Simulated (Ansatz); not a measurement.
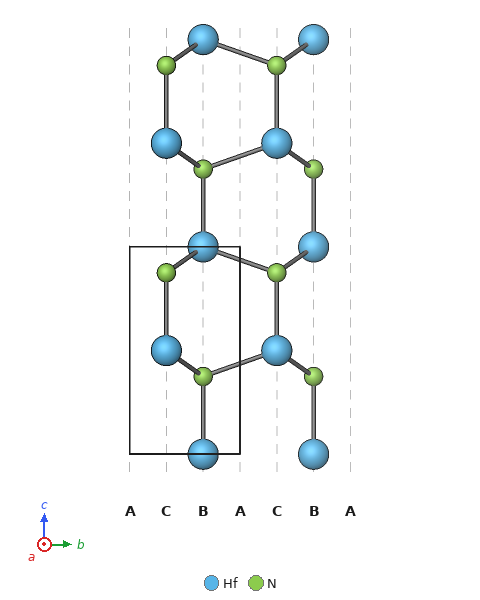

Projection along an edge of the hexagonal mesh, stacking direction c upwards. The dashed lines mark the three columns A (0, 0), B (1/3, 2/3) and C (2/3, 1/3). The sequence starts with the first layer at or above the cell's origin.

The compound is HfN, taken as coordinates from a relaxation with Ansatz 0.2.0, DFT PBE, scalar-relativistic, plane waves, PAW; the starting structure was generated, so it need not be a known form of this composition.

### List the layers of one repeat.

Hf(B) – N(B) – Hf(C) – N(C) (four layers in 5.67 Å).

### How are the N layers alone stacked?

N layers alone: BC, the hexagonal close-packed type.

### Which positions between or in the N layers do the other atoms fill?

Hf: two tetrahedral sites, counted in one hexagonal cell.

### What short polytype symbol fits?

Polytype symbol 2H, the symbol of a tetrahedral polytype (number of double layers in the repeat and lattice).
